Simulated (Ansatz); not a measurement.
Cu, as given below.

```
CELL_PARAMETERS angstrom
4.65476 0.00000 0.00000
0.00000 4.65476 0.00000
0.00000 0.00000 4.65476
ATOMIC_POSITIONS crystal
Cu 0.00000 0.00000 0.00000
Cu 0.50000 0.50000 0.50000
Cu 0.25000 0.00000 0.50000
Cu 0.75000 0.00000 0.50000
Cu 0.50000 0.25000 0.00000
Cu 0.50000 0.75000 0.00000
Cu 0.00000 0.50000 0.25000
Cu 0.00000 0.50000 0.75000
```

Basis of the simulation: the end point of a relaxation with DFT, revPBE, plane waves (420 eV) with PAW, scalar-relativistic (Ansatz 0.2.0); the starting structure was generated, so it need not be a known form of this composition.

### Predict the first 5 clear peaks of the X-ray G(r) with σ = 0.12 Å, and name the atom pairs.

1. 2.64 Å: Cu–Cu at 2.60–2.85 Å
2. 4.31 Å: Cu–Cu at 4.20–4.35 Å
3. 5.33 Å: Cu–Cu at 5.20–5.46 Å
4. 6.32 Å: Cu–Cu at 6.27–6.58 Å
5. 7.12 Å: Cu–Cu at 6.98–7.17 Å

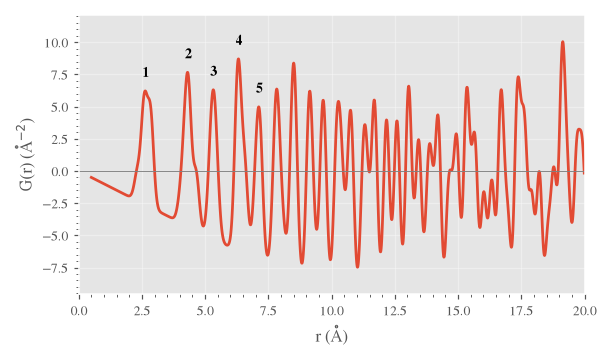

Simulated X-ray pair distribution function, G(r) = R(r)/r − 4πρ₀r, summed over the atomic distances of the structure with each pair weighted by the product of the atomic numbers (X-ray weights at Q = 0); every distance is a Gaussian of σ = 0.12 Å, damped by exp(−(Q_damp r)²/2) with Q_damp = 0.020 Å⁻¹. There is no Q-range truncation.
